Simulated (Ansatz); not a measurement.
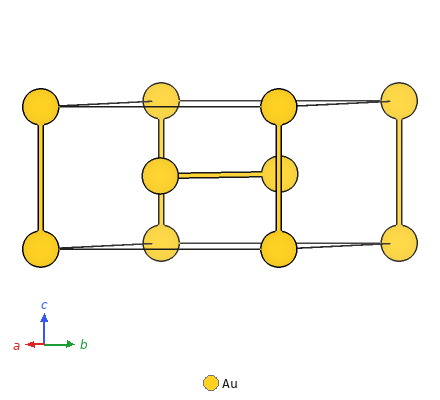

The structure; the drawing may span several cells.

Given this structure, the geometry relaxed with Ansatz, DFT, RPBE, plane waves (420 eV) with PAW, scalar-relativistic; the starting structure was generated, so it need not be a known form of this composition, written in its standard cell:

```cif
data_structure
_symmetry_space_group_name_H-M 'P6/mmm'
_symmetry_Int_Tables_number 191
_cell_length_a 4.7868
_cell_length_b 4.7868
_cell_length_c 2.8608
_cell_angle_alpha 90.000
_cell_angle_beta 90.000
_cell_angle_gamma 120.000
_cell_volume 56.77
loop_
_atom_site_label
_atom_site_type_symbol
_atom_site_symmetry_multiplicity
_atom_site_Wyckoff_symbol
_atom_site_fract_x
_atom_site_fract_y
_atom_site_fract_z
_atom_site_occupancy
Au1 Au 1 a 0.00000 0.00000 0.00000 1
Au2 Au 2 d 0.33333 0.66667 0.50000 1
```

Predict the [001] zone-axis pattern (200 kV, kinematic, B = 0.8 Å²).

The spots form a hexagonal net with both shortest vectors at d = 2.39 Å, 60.0° apart. They are 2 -1 0 and 1 1 0. The pattern has symmetry 6mm. Reflections such as 0 1 0, 1 -1 0, 1 0 0 are allowed but too weak to see at this display level.

Strongest reflections with d > 0.80 Å, one of each family (|F|² from tabulated Gaussian fits of the electron scattering factors, times a small damping for the curvature of the Ewald sphere):

| hkl | d (Å) | I (strongest = 100) |
| --- | --- | --- |
| 2 -1 0 | 2.393 | 100 |
| 3 0 0 | 1.382 | 36 |
| 4 -2 0 | 1.197 | 25 |
| 5 -1 0 | 0.905 | 10 |
| 6 -3 0 | 0.798 | 6 |

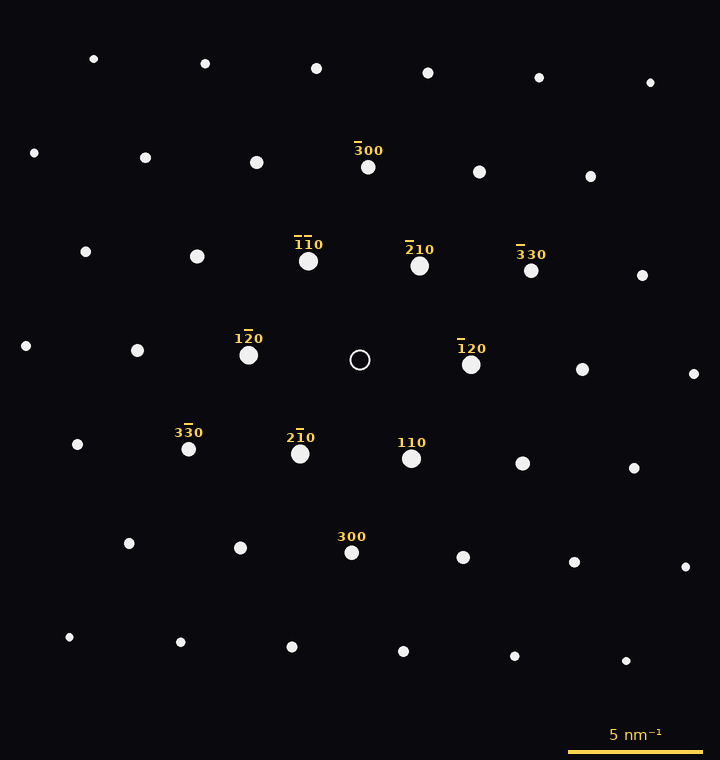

Calculated pattern, seen from the source side with [001] pointing towards the source.
